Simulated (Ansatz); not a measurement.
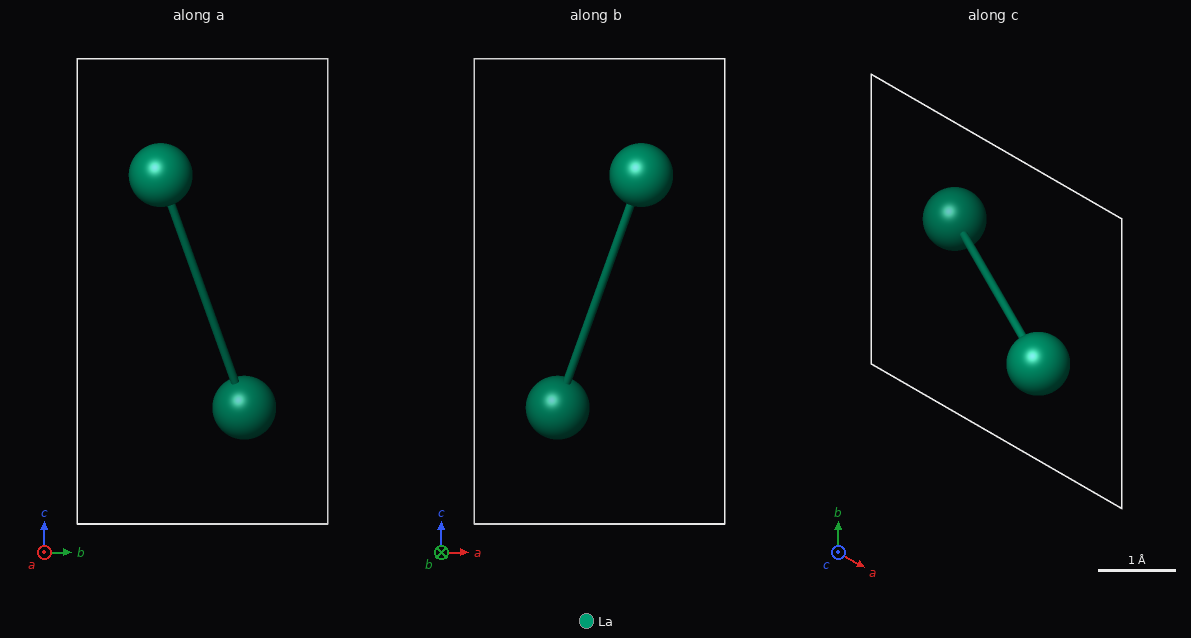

The figure gives a ball-and-stick picture of the atoms, viewed along the a axis, along the b axis and along the c axis. The parallelepiped is the conventional unit cell.

Lattice parameters: a = 3.783 Å, b = 3.783 Å, c = 6.076 Å, α = 90.00°, β = 90.00°, γ = 120.00°.

> Give the atomic positions as a table of Wyckoff sites.

Space group P6_3/mmc (No. 194).
| atom | site | x | y | z |
| --- | --- | --- | --- | --- |
| La | 2c | 0.3333 | 0.6667 | 0.2500 |

The initial geometry was a structure type filled with this element by a generator (whether the element takes this form wasn't checked). Earlier steps of the study may have refined or changed the cell and positions. Ansatz was used for an electronic-structure calculation on it.
